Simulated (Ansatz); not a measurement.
# Fermi surface of ScAl₃ in space group I4/mmm

Input file:

```yaml
crystal:
  lattice:
    - [-2.012795, 2.012795, 4.423196]
    - [2.012795, -2.012795, 4.423196]
    - [2.012795, 2.012795, -4.423196]
  atoms:
    - { symbol: Sc, position: [0.0, 0.0, 0.0] }
    - { symbol: Al, position: [0.75, 0.25, 0.5] }
    - { symbol: Al, position: [0.25, 0.75, 0.5] }
    - { symbol: Al, position: [0.5, 0.5, 0.0] }
basis:
  ecutwfc: 420
kpoints:
  mp_grid: { grid: [14, 14, 14] }
hamiltonian:
  xc: pbe
scf:
  occupations: { method: gaussian, width: 0.05 }
output:
  forces: true
  eigenvalues: true
  eigenstates:
    nscf_kmesh: { grid: [24, 24, 24] }
    top_band: c6
    de_dk: true
    localisation: true
  stress: true
checkpoint:
  write: ck
  compress: false
  write_wavefunctions: false
  write_every: 100000
```

Launched as:

```sh
ansatz run input.yaml --threads 1 --pin off --max-ram 3072MiB --backend cpu --events-out ev --progress --plain --runs-dir out
```

Computed with DFT PBE, scalar-relativistic, plane waves, PAW; levels and slopes on a dense k mesh at the converged density (Ansatz 0.2.0). No spin polarisation. Mesh 24×24×24, interpolated with the band slopes. The geometry was not relaxed. The cell comes from a database of computed structures, not from a measurement.

## 1. The sheets

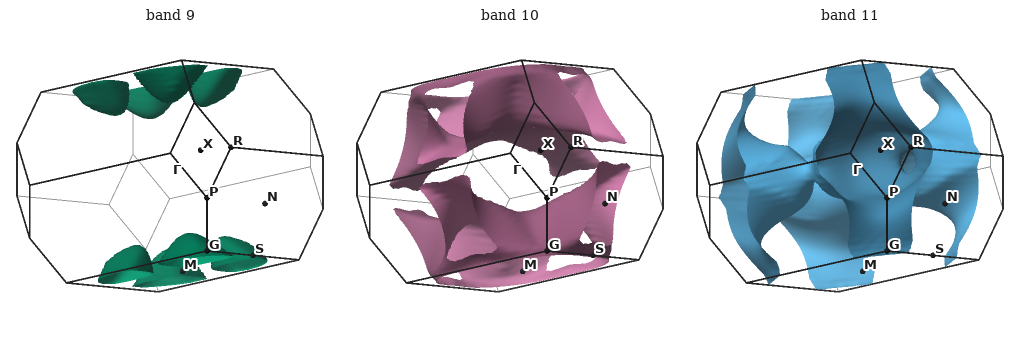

Fermi surface of this crystal. Each panel holds one band. The brighter face of a sheet looks towards empty states.

Summarise the topology of this Fermi surface.

Answer. Three bands cross the Fermi level; this is a three-dimensional metal.

Band 9: four hole pockets on the G–M line (each 1.1 % of the zone).
Band 10: an open network that joins neighbouring zones in all directions (the band is filled at Γ, X and P and empty at M and N).
Band 11: a multiply connected open sheet, with filled and empty regions both running through the repeated zones in all directions (the band is filled at X and P and empty at Γ, M and N).
A pocket cut by a face of the zone is counted once with the part on the opposite face.

## 2. Speeds

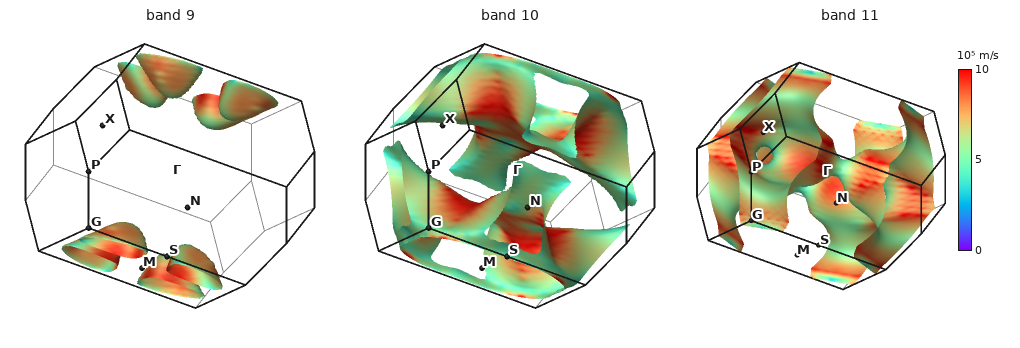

Fermi surface of this crystal, coloured by the Fermi speed.

Give the range and mean of the Fermi speed for each band.

Answer. Band 9: 5.3 to 9.3 × 10⁵ m/s over most of the sheet, 7.1 × 10⁵ m/s on average over states. Band 10: 4.4 to 9.6 × 10⁵ m/s over most of the sheet, 6.3 × 10⁵ m/s on average over states. Band 11: 5.1 to 9.3 × 10⁵ m/s over most of the sheet, 6.7 × 10⁵ m/s on average over states.

## 3. Cuts and bands

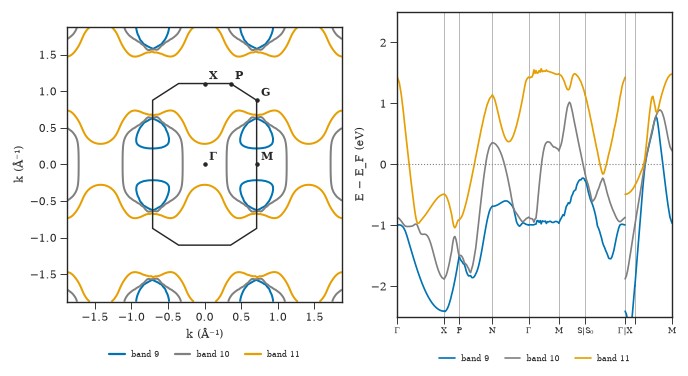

This crystal: cut through the Fermi surface in the plane through Γ, M and X, and the bands that cross the Fermi level.

For each band, read its level at the labelled points (eV from the Fermi level).

Answer.
```
   band      Γ      M      X      P      N
 band 9  −0.99  −0.96  −2.41  −1.51  −0.69
band 10  −0.87  +0.22  −1.88  −1.51  +0.35
band 11  +1.43  +1.48  −0.49  −0.91  +1.14
```

Negative values are filled states.

Necks and pockets thinner than about two mesh steps aren't resolved, so separate pockets may in truth be joined.

Cost: 64 s on 1 thread of Arm Neoverse V2, on a shared host, peak memory 0.82 GiB.
